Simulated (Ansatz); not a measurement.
# Thickness series of a Mo/SiC/W junction, part 2 of 6

Wanted: T(E), the conductance and its decay constant for Mo/SiC/W. The lower electrode is Mo bcc(001), the upper one W bcc(001); the barrier is SiC zinc blende(001) (Si and Si faces). In the first transport cell, after relaxation, the nearest pair of electrode and barrier is Mo–Si at 2.64 Å, at a slant, at the lower face and W–Si at 2.62 Å, at a slant, at the upper one. All share a net of side 3.15 Å, which strains the lower electrode by +0.0 %, the upper one by -0.6 % and the barrier by +1.7 %, against typed lattice constants near PBE's. The first steps treat the bulk electrodes alone.

Ansatz 0.2.0; PBE DFT, plane waves, PAW files (the session's first sound run).

So far: The starting structure; Layer spacing of the electrode, electrode Mo bcc(001).

## 3. The strained electrode, electrode W bcc(001)

System of this step: W. Symmetry: I4/mmm, No. 139, tetragonal system. Conventional cell: a = 3.150 Å, b = 3.150 Å, c = 3.184 Å, α = 90.00°, β = 90.00°, γ = 90.00°. Nearest to W lie 8 W at 2.74 Å.

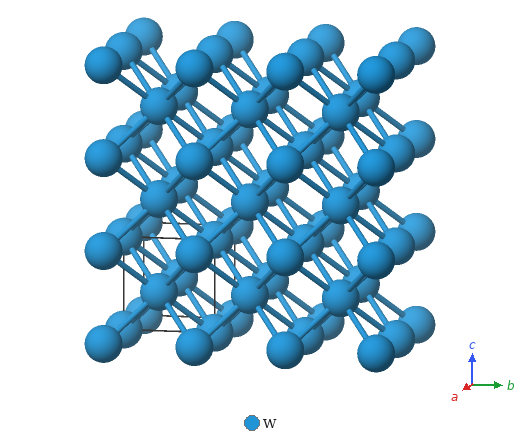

The cell of this step (tungsten blue). 2×3×3 cells are drawn. Some periodic images of atoms are drawn too.

The electrode is held to the junction's net and relaxed along the normal; its spacing is used for the ideal lead layers.

Contents of input.yaml:

```yaml
crystal:
  lattice:
    - [3.15, 0.0, 0.0]
    - [0.0, 3.15, 0.0]
    - [0.0, 0.0, 3.184]
  atoms:
    - { symbol: W, position: [0.0, 0.0, 0.0] }
    - { symbol: W, position: [0.5, 0.5, 0.5] }
kpoints:
  mp_grid: { grid: [10, 10, 10] }
scf:
  occupations: { method: fermi_dirac, width: 0.1 }
  max_iter: 150
hamiltonian:
  xc: pbe
relax:
  f_tol: 0.01
  max_steps: 40
  cell: { fix: [a, b, angles] }
```

Launch:

```
$ ansatz run input.yaml --threads 4 --pin off --max-ram 12288MiB --backend cpu --events-out ev --progress --plain --runs-dir out
```

Numbers of over 12 decimals in the logs are rounded to 6 here.

What it wrote:

```text
[...]
Crystal: 2 atoms, lattice volume = 31.593 Å³
Basis set: ecut = 420 eV, 619 PW (Γ), exchange–correlation on 48×48×48 points (8 copies of the dense FFT grid, shifted against one another)
Bands: 18, of which v1, the nominal top of the filled ones, is band 14 counted from 1 (13 counted from 0)
Symmetry: 32 space group operations
[...]
k-points: 126 of 1000
[...]
SCF iter   1: F=—  HF=-20769.646734 eV  |F-HF|=—  |Δ(HF+E_count)|=         —  Δρ=1.73e-3  dr2=3.30e-4  ethr=1.77e-3  ⟨swp⟩=5.0  Hψ=9353  notcnv=0
[...]
SCF iter   6: F=-20769.647523 eV  HF=-20769.647523 eV  |F-HF|=9.13e-10  |Δ(HF+E_count)|=   1.42e-9  Δρ=3.02e-6  dr2=1.22e-9  ethr=7.89e-12  ⟨swp⟩=1.3  Hψ=6997  notcnv=0
SCF 1 converged in 6 iterations: F = -20769.647523 eV  dr2 = 1.22e-9
[...]
relax step   1: F+E_penalty+E_count = -20769.64752320 eV  Δ(F+E_penalty+E_count) = +0.000e0 eV  max|allowed force component| = 1.381e-30 eV/Å  Δτ_max = 0.0000 Å  P = +6.807 GPa  Ω = 31.593 Å³  fix = [a, b, alpha, beta, gamma]  reactions: a +8.074, b +8.074 GPa  (6 SCF iters, dr2 threshold 1.00e-7 eV, accepted)
Crystal: 2 atoms, lattice volume = 32.588 Å³
Basis set: ecut = 420 eV, 627 PW (Γ), exchange–correlation on 48×48×48 points (8 copies of the dense FFT grid, shifted against one another)
[...]
SCF iter   6: F=-20769.623779 eV  HF=-20769.623779 eV  |F-HF|=2.18e-11  |Δ(HF+E_count)|=  7.60e-10  Δρ=5.99e-7  dr2=2.92e-11  ethr=4.92e-12  ⟨swp⟩=1.2  Hψ=5215  notcnv=0
SCF 2 converged in 6 iterations: F = -20769.623779 eV  dr2 = 2.92e-11
relax step   2: F+E_penalty+E_count = -20769.62377898 eV  Δ(F+E_penalty+E_count) = +2.374e-2 eV  max|allowed force component| = 2.958e-30 eV/Å  Δτ_max = 0.0000 Å  P = -2.582 GPa  Ω = 32.588 Å³  energy of the carried Pulay correction = -4.745e-4 eV  fix = [a, b, alpha, beta, gamma]  (6 SCF iters, dr2 threshold 2.00e-7 eV, rejected (line search))
Crystal: 2 atoms, lattice volume = 31.870 Å³
[...]
SCF iter   6: F=-20769.650670 eV  HF=-20769.650670 eV  |F-HF|=1.46e-11  |Δ(HF+E_count)|=  4.40e-10  Δρ=3.92e-7  dr2=1.09e-11  ethr=1.00e-12  ⟨swp⟩=5.0  Hψ=11011  notcnv=0
SCF 3 converged in 6 iterations: F = -20769.650670 eV  dr2 = 1.09e-11
relax step   3: F+E_penalty+E_count = -20769.65067017 eV  Δ(F+E_penalty+E_count) = -3.147e-3 eV  max|allowed force component| = 1.795e-29 eV/Å  Δτ_max = 0.0000 Å  P = +4.006 GPa  Ω = 31.870 Å³  energy of the carried Pulay correction = -1.336e-4 eV  fix = [a, b, alpha, beta, gamma]  reactions: a +6.219, b +6.219 GPa  (6 SCF iters, accepted)
[...]
relax step   4: F+E_penalty+E_count = -20769.65071575 eV  Δ(F+E_penalty+E_count) = -4.558e-5 eV  max|allowed force component| = 4.733e-30 eV/Å  Δτ_max = 0.0000 Å  P = +4.251 GPa  Ω = 31.845 Å³  energy of the carried Pulay correction = -1.216e-4 eV  fix = [a, b, alpha, beta, gamma]  reactions: a +6.383, b +6.383 GPa  (6 SCF iters, dr2 threshold 2.00e-7 eV, accepted)
[...]
SCF iter   8: F=-20769.650845 eV  HF=-20769.650845 eV  |F-HF|=1.09e-11  |Δ(HF+E_count)|=  3.64e-12  Δρ=5.14e-11  dr2=3.84e-19  ethr=1.00e-12  ⟨swp⟩=2.1  Hψ=5638  notcnv=0
SCF 5 converged in 8 iterations: F = -20769.650845 eV  dr2 = 3.84e-19
relax step   5: F+E_penalty+E_count = -20769.65084521 eV  Δ(F+E_penalty+E_count) = -1.295e-4 eV  max|allowed force component| = 3.353e-30 eV/Å  Δτ_max = 0.0000 Å  P = +4.250 GPa  Ω = 31.845 Å³  fix = [a, b, alpha, beta, gamma]  reactions: a +6.382, b +6.382 GPa  stress off target by 1.36e-2 GPa on what of the cell is left free  SCF on the basis re-selected at this cell (its energy is not comparable with the rows above)  (8 SCF iters)
[...]
SCF converged after 8 iterations
Free energy (F): -20769.650845 eV
[...]
Internal energy: -20769.622264 eV  (E = F + TS)
E sigma→0 (E₀):  -20769.636555 eV
Entropy (-TS):   -0.028581 eV (-14.291 meV/atom)
Fermi energy:    22.496154 eV
[...]
--- Stress (GPa, compression-positive) ---
        6.381818       0.000000       0.000000
        0.000000       6.381818      -0.000000
        0.000000      -0.000000      -0.013621
  P = ⅓ Tr σ = 4.2500 GPa (42.500 kbar)
--- Relaxed structure (4 steps of the walk, 3 accepted, 1 SCFs on fresh bases) ---
[...]
cell:  # Å, volume = 31.8453 Å³
    - [3.15, 0, 0]
    - [0, 3.15, 0]
    - [0, 0, 3.209403]
  atoms:
    - { symbol: W, position: [0.0, 0.0, 0.0] }
    - { symbol: W, position: [0.5, 0.5, 0.5] }
```

Wall time 4.6 s (4 threads of Arm Neoverse V1, shared host); peak memory 0.36 GiB.

Step by step:

| step | energy less that of the first step (eV) | largest force component (eV/Å) | pressure (GPa) | volume (Å³) |
| --- | --- | --- | --- | --- |
| 1 | 0.0000 | 0.0000 | 6.81 | 31.59 |
| 2 | 0.0237 | 0.0000 | -2.58 | 32.59 |
| 3 | -0.0031 | 0.0000 | 4.01 | 31.87 |
| 4 | -0.0032 | 0.0000 | 4.25 | 31.85 |
| 5* | -0.0033 | 0.0000 | 4.25 | 31.85 |

Relaxation steps marked * repeat the geometry before them on a plane-wave basis chosen anew for their cell, so energy and pressure can jump there. Relaxation step 2 was tried and not accepted.

The run keeps the 32 symmetry operations that it works with, so distortions that break them were not tested.

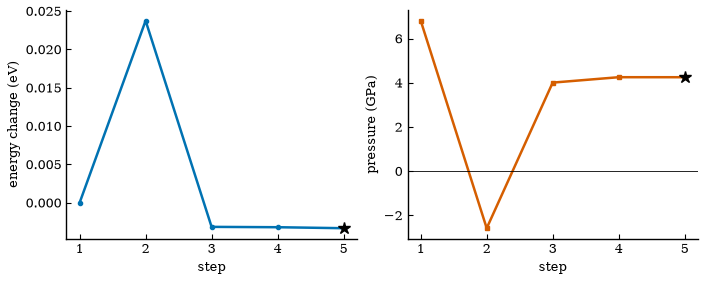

Energy and pressure along the relaxation. Stars mark steps on a basis chosen anew.

| conventional cell, symmetrised | before | after | change |
| --- | --- | --- | --- |
| a (Å) | 3.150 | 3.150 | +0.0 % |
| b (Å) | 3.150 | 3.150 | +0.0 % |
| c (Å) | 3.184 | 3.209 | +0.8 % |
| volume (Å³/atom) | 15.80 | 15.92 | +0.8 % |

The relaxed structure:

```cif
data_structure
_symmetry_space_group_name_H-M 'P 1'
_symmetry_Int_Tables_number 1
_cell_length_a 3.1500
_cell_length_b 3.1500
_cell_length_c 3.2094
_cell_angle_alpha 90.000
_cell_angle_beta 90.000
_cell_angle_gamma 90.000
_cell_volume 31.85
loop_
_atom_site_label
_atom_site_type_symbol
_atom_site_fract_x
_atom_site_fract_y
_atom_site_fract_z
_atom_site_occupancy
W1 W 0.00000 0.00000 0.00000 1
W2 W 0.50000 0.50000 0.50000 1
```

Numbers from this step:

```yaml
free_energy: -20769.6508 eV
fermi_energy: 22.50 eV
pressure: 4.250 GPa
```

The cell grew by 0.8 % in volume.

## 4. Relaxing the interfaces

System of this step: Mo/SiC/W. The cell holds 17 atoms: 4 Mo, 5 Si, 4 C and 4 W. Cell: a = 3.150 Å, b = 3.150 Å, c = 38.640 Å, α = 90.0°, β = 90.0°, γ = 90.0°. Vacuum lies along c.

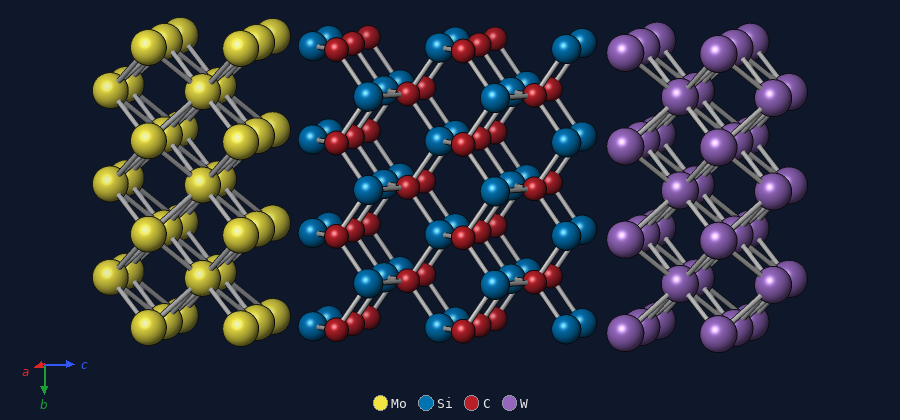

The cell of this step (molybdenum yellow, silicon blue, carbon red, tungsten purple). 2×3×1 cells are drawn. Some periodic images of atoms are drawn too.

Tunnelling depends exponentially on distance, so the interfaces are relaxed first. A short slab in vacuum serves: only the barrier and the layers next to it are taken over, and later cells can add or drop layers in the barrier's middle. The dipole correction removes the field that unlike faces would set up across the vacuum.

Contents of input.yaml:

```yaml
crystal:
  lattice:
    - [3.15, 0.0, 0.0]
    - [0.0, 3.15, 0.0]
    - [0.0, 0.0, 38.6401491787]
  atoms:
    - { symbol: Mo, position: [0.5, 0.5, 0.2070385382] }
    - { symbol: Mo, position: [0.0, 0.0, 0.2477992504] }
    - { symbol: Mo, position: [0.5, 0.5, 0.2885599626] }
    - { symbol: Mo, position: [0.0, 0.0, 0.3293206748] }
    - { symbol: Si, position: [0.5, 0.0, 0.3860758575] }
    - { symbol: C, position: [0.0, 0.0, 0.4140756141] }
    - { symbol: Si, position: [0.0, 0.5, 0.4420753708] }
    - { symbol: C, position: [0.5, 0.5, 0.4700751274] }
    - { symbol: Si, position: [0.5, 0.0, 0.4980748841] }
    - { symbol: C, position: [0.0, 0.0, 0.5260746407] }
    - { symbol: Si, position: [0.0, 0.5, 0.5540743974] }
    - { symbol: C, position: [0.5, 0.5, 0.582074154] }
    - { symbol: Si, position: [0.5, 0.0, 0.6100739106] }
    - { symbol: W, position: [0.0, 0.0, 0.6693594546] }
    - { symbol: W, position: [0.5, 0.5, 0.7105601237] }
    - { symbol: W, position: [0.0, 0.0, 0.7517607928] }
    - { symbol: W, position: [0.5, 0.5, 0.7929614618] }
kpoints:
  mp_grid: { grid: [8, 8, 1] }
scf:
  occupations: { method: fermi_dirac, width: 0.1 }
  max_iter: 150
hamiltonian:
  xc: pbe
efield:
  axis: 3
  dipole_correction: true
relax:
  f_tol: 0.04
  max_steps: 60
output:
  forces: true
```

What it wrote:

```text
[...]
Crystal: 17 atoms, lattice volume = 383.407 Å³
Basis set: ecut = 420 eV, 7593 PW (Γ), exchange–correlation on 48×48×540 points (8 copies of the dense FFT grid, shifted against one another)
Bands: 91, of which v1, the nominal top of the filled ones, is band 74 counted from 1 (73 counted from 0)
Symmetry: 4 space group operations
[...]
k-points: 25 of 64
[...]
SCF iter   1: F=—  HF=-65540.031049 eV  |F-HF|=—  |Δ(HF+E_count)|=         —  Δρ=9.94e-3  dr2=2.30e1  ethr=1.77e-3  p=-0.003 e·Å  D=-1.34e-3 V/Å  ΔV_dip=0.05 eV  dr2_dipole=2.38e1  V_vac-E_F(+/−)=4.38/4.32 eV  ⟨swp⟩=8.6  Hψ=11129  notcnv=0
efield: sawtooth ramp at fractional position 0.9500 (placed from the atoms, in the widest stretch of the axis that holds none; the zero of the levels goes with the place), width 0.1000; the density the first Hamiltonian is built on has a dipole p = -0.003 e·Å; the dipole correction subtracts the counter field D = -1.34e-3 V/Å, which shifts the + side's vacuum level by +0.05 eV against the − side's; the planar-averaged density in the ramp window peaks in size at 1.2e-4 e/Å³
[...]
SCF iter   2: F=—  HF=-65539.908095 eV  |F-HF|=—  |Δ(HF+E_count)|=   1.23e-1  Δρ=4.84e-3  dr2=1.53e0  ethr=1.77e-3  p=-0.020 e·Å  D=-9.55e-3 V/Å  ΔV_dip=0.37 eV  dr2_dipole=5.27e-1  V_vac-E_F(+/−)=4.18/3.81 eV  ⟨swp⟩=3.0  Hψ=3200  notcnv=0
[...]
SCF iter   7: F=-65539.857654 eV  HF=-65539.857660 eV  |F-HF|=5.50e-6  |Δ(HF+E_count)|=   2.28e-5  Δρ=3.39e-5  dr2=1.02e-5  ethr=2.70e-8  p=-0.018 e·Å  D=-8.66e-3 V/Å  ΔV_dip=0.33 eV  dr2_dipole=3.90e-6  V_vac-E_F(+/−)=4.22/3.89 eV  ⟨swp⟩=5.0  Hψ=7899  notcnv=0
WARN: efield: at this solve's end the planar-averaged density reaches 1.21e-5 e/Å³ inside the ramp window [0.9241, 0.0759] (bound 1e-5 e/Å³); the window's nearer edge stands 5.07 Å from this solve's nearest atom along the axis. Its work functions, free energy, forces, stress, dipole, levels and responses can be off, and this figure does not tell by how much. A short vacuum, a low `basis.ecutwfc` or `basis.ecutrho_ratio` and negative occupations (`scf.occupations.method`) can put density there. See the manual's quickstart, § The vacuum guard
SCF 1 converged in 7 iterations: F = -65539.857654 eV  dr2 = 1.02e-5
[...]
relax step   1: F+E_penalty+E_count = -65539.85765439 eV  Δ(F+E_penalty+E_count) = +0.000e0 eV  max|allowed force component| = 1.687e0 eV/Å  Δτ_max = 0.0000 Å  (7 SCF iters, dr2 threshold 4.00e-5 eV, accepted)
[...]
SCF iter   1: F=—  HF=-65540.388631 eV  |F-HF|=—  |Δ(HF+E_count)|=         —  Δρ=1.39e-2  dr2=2.26e0  ethr=1.54e-3  p=-0.018 e·Å  D=-8.66e-3 V/Å  ΔV_dip=0.33 eV  dr2_dipole=6.49e-2  V_vac-E_F(+/−)=4.35/4.01 eV  ⟨swp⟩=1.2  Hψ=8608  notcnv=0  defer=1
efield: sawtooth ramp at fractional position 0.9500 (handed on by an earlier solve), width 0.1000; the density the first Hamiltonian is built on has a dipole p = -0.018 e·Å; the dipole correction subtracts the counter field D = -8.66e-3 V/Å, which shifts the + side's vacuum level by +0.33 eV against the − side's; the planar-averaged density in the ramp window peaks in size at 1.3e-5 e/Å³
[...]
SCF iter   2: F=—  HF=-65540.282310 eV  |F-HF|=—  |Δ(HF+E_count)|=   1.06e-1  Δρ=6.56e-3  dr2=4.82e-1  ethr=1.52e-3  p=-0.012 e·Å  D=-5.54e-3 V/Å  ΔV_dip=0.21 eV  dr2_dipole=9.29e-3  V_vac-E_F(+/−)=3.98/3.77 eV  ⟨swp⟩=3.4  Hψ=4363  notcnv=0  defer=2
[...]
SCF iter   7: F=-65540.233959 eV  HF=-65540.233963 eV  |F-HF|=3.96e-6  |Δ(HF+E_count)|=   1.59e-5  Δρ=3.01e-5  dr2=7.63e-6  ethr=2.44e-8  p=-0.016 e·Å  D=-7.48e-3 V/Å  ΔV_dip=0.29 eV  dr2_dipole=1.52e-6  V_vac-E_F(+/−)=4.14/3.86 eV  ⟨swp⟩=4.9  Hψ=7346  notcnv=0
SCF 2 converged in 7 iterations: F = -65540.233959 eV  dr2 = 7.63e-6
[...]
relax step   2: F+E_penalty+E_count = -65540.23395888 eV  Δ(F+E_penalty+E_count) = -3.763e-1 eV  max|allowed force component| = 1.493e0 eV/Å  Δτ_max = 0.1947 Å  (7 SCF iters, dr2 threshold 1.00e-4 eV, accepted)
SCF iter   1: F=—  HF=-65540.686183 eV  |F-HF|=—  |Δ(HF+E_count)|=         —  Δρ=1.71e-2  dr2=1.40e1  ethr=3.10e-3  p=-0.016 e·Å  D=-7.48e-3 V/Å  ΔV_dip=0.29 eV  dr2_dipole=3.73e-1  V_vac-E_F(+/−)=4.08/3.79 eV  ⟨swp⟩=5.5  Hψ=6026  notcnv=0  defer=4
[...]
SCF iter   6: F=-65540.412411 eV  HF=-65540.412472 eV  |F-HF|=6.09e-5  |Δ(HF+E_count)|=   4.31e-6  Δρ=6.99e-5  dr2=6.92e-5  ethr=6.76e-8  p=-0.017 e·Å  D=-7.87e-3 V/Å  ΔV_dip=0.30 eV  dr2_dipole=2.11e-5  V_vac-E_F(+/−)=4.11/3.81 eV  ⟨swp⟩=3.9  Hψ=9637  notcnv=0
SCF 3 converged in 6 iterations: F = -65540.412411 eV  dr2 = 6.92e-5
relax step   3: F+E_penalty+E_count = -65540.41241065 eV  Δ(F+E_penalty+E_count) = -1.785e-1 eV  max|allowed force component| = 3.009e-1 eV/Å  Δτ_max = 0.1947 Å  (6 SCF iters, dr2 threshold 1.00e-4 eV, accepted)
[...]
relax step   4: F+E_penalty+E_count = -65540.43515957 eV  Δ(F+E_penalty+E_count) = -2.275e-2 eV  max|allowed force component| = 1.257e-1 eV/Å  Δτ_max = 0.0690 Å  (7 SCF iters, dr2 threshold 5.66e-6 eV, accepted)
[...]
relax step   5: F+E_penalty+E_count = -65540.43716402 eV  Δ(F+E_penalty+E_count) = -2.004e-3 eV  max|allowed force component| = 4.199e-2 eV/Å  Δτ_max = 0.0252 Å  (8 SCF iters, accepted)
SCF iter   1: F=—  HF=-65540.437305 eV  |F-HF|=—  |Δ(HF+E_count)|=         —  Δρ=3.98e-4  dr2=3.58e-3  ethr=2.57e-5  p=-0.017 e·Å  D=-7.98e-3 V/Å  ΔV_dip=0.31 eV  dr2_dipole=1.87e-5  V_vac-E_F(+/−)=4.12/3.82 eV  ⟨swp⟩=1.7  Hψ=2938  notcnv=0  defer=4
[...]
SCF iter   6: F=-65540.437378 eV  HF=-65540.437378 eV  |F-HF|=2.70e-8  |Δ(HF+E_count)|=   7.31e-8  Δρ=2.47e-6  dr2=6.38e-8  ethr=6.76e-11  p=-0.017 e·Å  D=-7.96e-3 V/Å  ΔV_dip=0.31 eV  dr2_dipole=8.54e-11  V_vac-E_F(+/−)=4.12/3.82 eV  ⟨swp⟩=5.1  Hψ=8357  notcnv=0
SCF 6 converged in 6 iterations: F = -65540.437378 eV  dr2 = 6.38e-8
relax step   6: F+E_penalty+E_count = -65540.43737800 eV  Δ(F+E_penalty+E_count) = -2.140e-4 eV  max|allowed force component| = 9.239e-3 eV/Å  Δτ_max = 0.0051 Å  (6 SCF iters, accepted)
SCF converged after 6 iterations
Free energy (F): -65540.437378 eV
[...]
Internal energy: -65540.142699 eV  (E = F + TS)
E sigma→0 (E₀):  -65540.290039 eV
Entropy (-TS):   -0.294679 eV (-17.334 meV/atom)
Fermi energy:    8.065098 eV
Dipole field:    D = -0.007967 V/Å  (p = -0.016881 e·Å, saw-weighted, corrected)
Work function:   Φ+ = 4.1231 eV   Φ− = 3.8153 eV
Levels:          The Fermi level and band energies are counted from a zero that moves with the ramp; work functions are not
[...]
--- Forces (eV/Å), atoms counted from 1 ---
  atom   1  Mo    -0.00000000     0.00000000    -0.00186401
  atom   2  Mo     0.00000000     0.00000000     0.00024087
  atom   3  Mo    -0.00000000     0.00000000    -0.00102865
  atom   4  Mo     0.00000000     0.00000000     0.00137276
  atom   5  Si     0.00000000     0.00000000     0.00670862
  atom   6  C     -0.00000000     0.00000000    -0.00923521
  atom   7  Si     0.00000000     0.00000000     0.00181946
  atom   8  C     -0.00000000     0.00000000    -0.00046958
  atom   9  Si     0.00000000     0.00000000     0.00196426
  atom  10  C      0.00000000     0.00000000     0.00022640
  atom  11  Si    -0.00000000     0.00000000    -0.00216564
  atom  12  C     -0.00000000     0.00000000    -0.00504971
  atom  13  Si     0.00000000     0.00000000     0.00858778
  atom  14  W     -0.00000000     0.00000000    -0.00141552
  atom  15  W      0.00000000     0.00000000     0.00062088
  atom  16  W     -0.00000000     0.00000000    -0.00024314
  atom  17  W     -0.00000000     0.00000000    -0.00000657
  max |Σ_I F_I| component: 6.30e-5 eV/Å
--- Relaxed structure (6 steps of the walk, 6 accepted, 0 SCFs on fresh bases) ---
  F+E_penalty+E_count = -65540.43737800 eV   max|allowed force component| = 9.239e-3 eV/Å
  atoms:
    - { symbol: Mo, position: [0.500000, 0.500000, 0.215055] }
    - { symbol: Mo, position: [5.375214483080433e-18, 0.0, 0.250431] }
    - { symbol: Mo, position: [0.500000, 0.500000, 0.293613] }
    - { symbol: Mo, position: [4.0089376925487324e-18, 0.0, 0.331283] }
    - { symbol: Si, position: [0.500000, 0.0, 0.386018] }
    - { symbol: C, position: [1.3916936090385312e-18, 0.0, 0.414757] }
    - { symbol: Si, position: [1.6592700669340802e-18, 0.500000, 0.442888] }
    - { symbol: C, position: [0.500000, 0.500000, 0.470434] }
    - { symbol: Si, position: [0.500000, 0.0, 0.498890] }
    - { symbol: C, position: [7.371771748305855e-19, 0.0, 0.526436] }
    - { symbol: Si, position: [1.6487280971401155e-18, 0.500000, 0.554881] }
    - { symbol: C, position: [0.500000, 0.500000, 0.582304] }
    - { symbol: Si, position: [0.500000, 0.0, 0.611149] }
    - { symbol: W, position: [-8.050125740293403e-18, 0.0, 0.665419] }
    - { symbol: W, position: [0.500000, 0.500000, 0.703948] }
    - { symbol: W, position: [-7.743447622688043e-18, 0.0, 0.747970] }
    - { symbol: W, position: [0.500000, 0.500000, 0.784559] }
```

It took 1.9 min on 4 threads; peak memory 1.5 GiB; 7.3 min of CPU time.

[end of part 2 of 6]

[Logs are printed without paths, hosts, clocks, repeated set-up lines and the standing remarks that a program may print on its own settings, such as how far it seeks lower states.]

[Hosts, paths, dates, database ids (printed as entryN), source tags and the programs' standing remarks are cut or masked in the printed files.]
